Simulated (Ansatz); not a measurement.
**A series of single points on Nb**

System: Nb (Im-3m, 1 atom in the cell).
Method: Kohn-Sham DFT of a periodic cell, PBE-LDA, all-electron LAPW, scalar-relativistic, no spin polarisation (Ansatz 0.2.0).

The 7 runs differ only in the geometry, by an even scaling of the cell at fixed fractional positions. The structure derives from an entry of the Crystallography Open Database.

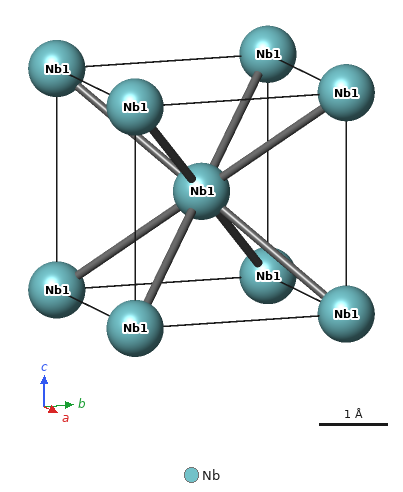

Figure 1. The structure of run 4 (ball-and-stick view of the cell 2 times as large as that of the calculation, set on its symmetry axes, seen slightly off an axis; atoms are numbered from 1 in the order of the input).

## Input of run 4
```yaml
crystal:
  lattice:
    - [-1.66395, 1.66395, 1.66395]
    - [1.66395, -1.66395, 1.66395]
    - [1.66395, 1.66395, -1.66395]
  atoms:
    - { symbol: Nb, position: [0.0, 0.0, 0.0] }
kpoints:
  mp_grid: { grid: [11, 11, 11] }
scf:
  occupations: { method: gaussian, width: 0.025 }
hamiltonian:
  xc: { exchange: pbe, correlation: lda }
  pseudopotentials: { kind: all_electron, lapw: { basis_error: 0.001 } }
output:
  forces: true
  stress: true
  eigenvalues: true
```

Command:
```bash
ansatz run input.yaml --threads 1 --pin off --max-ram 2560MiB --backend cpu --events-out ev --progress --plain --runs-dir out
```

Lattice vectors (Å) and fractional positions of run 4:
```
  -1.663950    1.663950    1.663950
   1.663950   -1.663950    1.663950
   1.663950    1.663950   -1.663950
Nb  0.000000  0.000000  0.000000
```

Run 2 differs from it as follows:
```diff
-    - [-1.66395, 1.66395, 1.66395]
-    - [1.66395, -1.66395, 1.66395]
-    - [1.66395, 1.66395, -1.66395]
+    - [-1.6414614324, 1.6414614324, 1.6414614324]
+    - [1.6414614324, -1.6414614324, 1.6414614324]
+    - [1.6414614324, 1.6414614324, -1.6414614324]
```

## Results, with one run withheld

| run | volume per atom (Å³) | free energy per atom, from the lowest run given (meV) | pressure (GPa) |
| --- | --- | --- | --- |
| 1 | 17.322 | 101.37 | 18.65 |
| 2 | 17.691 | ? | ? |
| 3 | 18.060 | 35.67 | 10.21 |
| 4 | 18.428 | 16.25 | 6.74 |
| 5 | 18.797 | 4.52 | 3.48 |
| 6 | 19.165 | 0.00 | 0.50 |
| 7 | 19.534 | 2.03 | −2.23 |

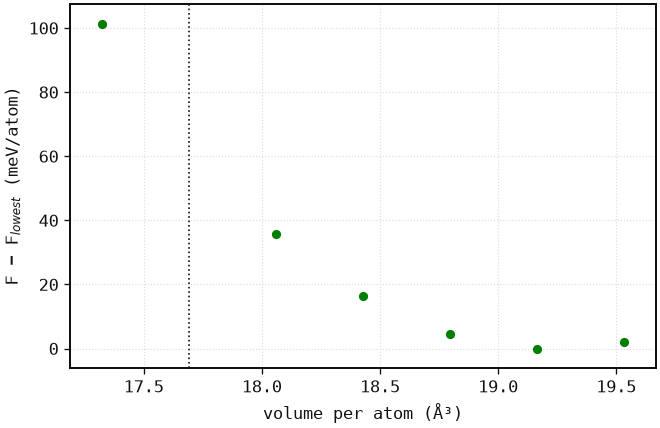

Figure 2. Free energy per atom of the runs given; the dotted line marks run 2.

What should run 2 give?

A cubic polynomial in V^(−2/3) (the Birch–Murnaghan form), fitted to the 6 runs given, misses them by at most 0.03 meV per atom. With x = V^(−2/3) − 0.14282 Å⁻², it reads F = 12.322 + 7068.7 x + 1.0026e+06 x² − 1.0632e+06 x³ (meV per atom). At run 2 it gives 63.81 meV per atom, and the run itself gives 63.65. The slope of the fit gives a pressure −dF/dV of 14.20 GPa there, and the run prints 14.22 GPa. The fit has its minimum at 19.231 Å³ per atom, where V d²F/dV² gives 146 GPa: the bulk modulus at this level, since symmetry fixes the shape and the positions.

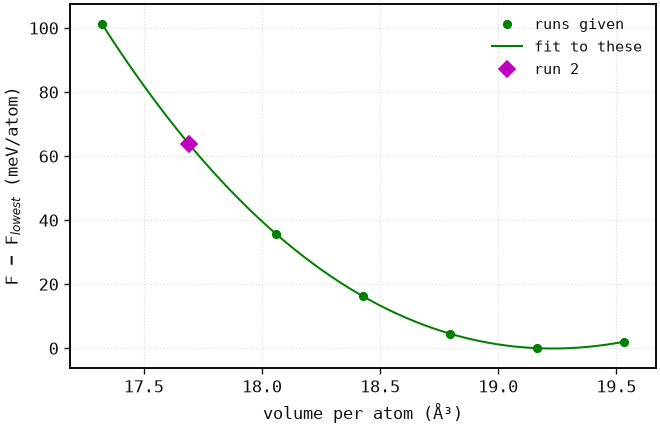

Figure 3. The fit and the withheld run.

## Output, shortened to warnings, some set-up lines, iterations and results (run 2)
```
Basis set: ecut = 222.84607523498047 eV, 135 PW (Γ), exchange–correlation at level 2
Symmetry: 48 space group operations
k-points: 56 of 1331
Initial density: superposition of atomic densities (chi_scale 0.1, normalization cell)
[...]
SCF iter   1: F=—  HF=-103991.402403 eV  |F-HF|=—  |Δ(HF+E_count)|=         —  Δρ=3.56e-2  dr2=1.52e-1  ethr=5.20e-4  ⟨swp⟩=2.7  Hψ=6605  notcnv=0
SCF iter   2: F=—  HF=-103991.128179 eV  |F-HF|=—  |Δ(HF+E_count)|=   2.74e-1  Δρ=1.62e-2  dr2=3.59e-2  ethr=5.20e-4  ⟨swp⟩=2.1  Hψ=3308  notcnv=0
SCF iter   3: F=—  HF=-103991.124838 eV  |F-HF|=—  |Δ(HF+E_count)|=         —  Δρ=9.35e-3  dr2=1.41e-2  ethr=1.24e-4  ⟨swp⟩=2.0  Hψ=3268  notcnv=0
SCF iter   4: F=—  HF=-103991.128328 eV  |F-HF|=—  |Δ(HF+E_count)|=   3.49e-3  Δρ=3.72e-3  dr2=2.80e-3  ethr=4.86e-5  ⟨swp⟩=2.2  Hψ=3196  notcnv=0
SCF iter   5: F=—  HF=-103991.129277 eV  |F-HF|=—  |Δ(HF+E_count)|=   9.49e-4  Δρ=1.00e-3  dr2=1.95e-4  ethr=6.73e-7  ⟨swp⟩=2.0  Hψ=5398  notcnv=0
SCF iter   6: F=—  HF=-103991.129285 eV  |F-HF|=—  |Δ(HF+E_count)|=   8.73e-6  Δρ=2.25e-4  dr2=4.43e-6  ethr=6.72e-7  ⟨swp⟩=2.3  Hψ=3064  notcnv=0
SCF iter   7: F=-103991.129293 eV  HF=-103991.129293 eV  |F-HF|=1.33e-7  |Δ(HF+E_count)|=   7.50e-6  Δρ=2.52e-5  dr2=5.50e-8  ethr=1.53e-8  ⟨swp⟩=3.0  Hψ=3186  notcnv=0
SCF 1 converged in 7 iterations: F = -103991.129293 eV  dr2 = 5.50e-8
SCF converged after 7 iterations
Free energy (F): -103991.129293 eV
Harris-Foulkes:  -103991.129293 eV  (|F-HF|=1.33e-7)
Internal energy: -103991.128442 eV  (E = F + TS)
E sigma→0 (E₀):  -103991.128867 eV
Entropy (-TS):   -0.000851 eV (-0.851 meV/atom)
Fermi energy:    20.413932 eV
--- Per-component energies (eV) ---
  E_band       = -3684.936858
  E_kinetic    = 107568.429501
  E_xc         = -3287.021287
  E_electrostatic = -208272.536656  (all electrons and nuclei)
  E_smearing   = -0.000851  (= −TS)
  E_closure    = 0.000000  (closes the sum)
  E_atoms      = -103982.775646  (free atoms, spherical and without spin; not in F)
  Σ components = -103991.129293   (vs F -103991.129293, Δ=0.00e0)
  Basis errors (estimates in eV, not in F): energy 2.6e-4 per atom: plane waves 2.2e-4 (1.2e-4 summed), levels above the bands 0.0e0, relativity 1.5e-7, radial functions 3.2e-5, core shells 1.4e-7; eigenvalues (radial functions only) 3.1e-6; not estimated: angular momenta, meshes, grids; target …
--- Forces (eV/Å), atoms counted from 1 ---
  atom   1  Nb    -0.00000000     0.00000000    -0.00000000
  max |Σ_I F_I| component: 2.14e-31 eV/Å
--- Stress (GPa, compression-positive) ---
       14.215091       0.000000      -0.000000
        0.000000      14.215091      -0.000000
       -0.000000      -0.000000      14.215091
  P = ⅓ Tr σ = 14.2151 GPa (142.151 kbar)
```
